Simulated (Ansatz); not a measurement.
Here is a crystal structure:

Space group P6_3/mmc (No. 194). a = 2.568 Å, b = 2.568 Å, c = 4.194 Å, α = 90.00°, β = 90.00°, γ = 120.00°
```
atom  site  symmetry       x       y       z
  Cu    2c      -6m2  0.3333  0.6667  0.2500
```

Before looking at a picture, describe the arrangement of atoms.

Answer. The element is copper. It belongs to space group P6_3/mmc (No. 194) and has a primitive hexagonal lattice. This arrangement goes by the name hexagonal close-packed (Mg type). The cell holds two atoms. About every Cu there are twelve Cu in an anticuboctahedral arrangement at 2.57 Å. The bonds build a three-dimensional framework.

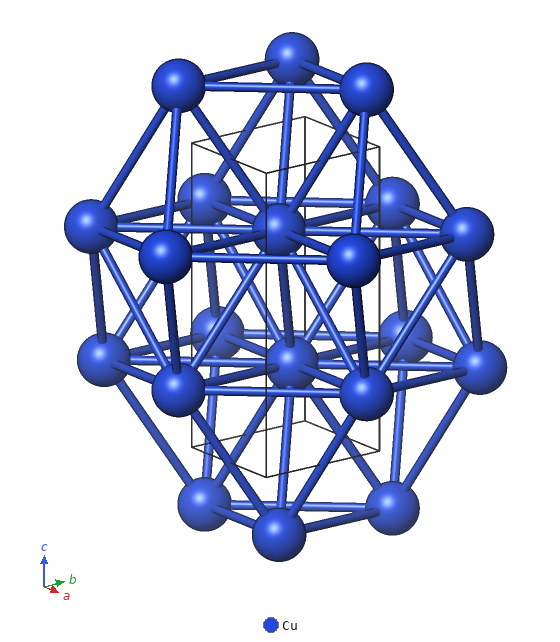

View slightly off an axis, drawn as a ball-and-stick model. The conventional unit cell is outlined; an atom on or near a face, edge or corner is repeated at each equivalent position. The first bonded neighbours in the surrounding cells are also shown.

Origin of the cell: a structure listed in the Materials Project. Earlier steps of the study, as a rule a relaxation of our own, may have changed the cell and positions, so they can lie some per cent off the listed ones. It went into a calculation with Ansatz.
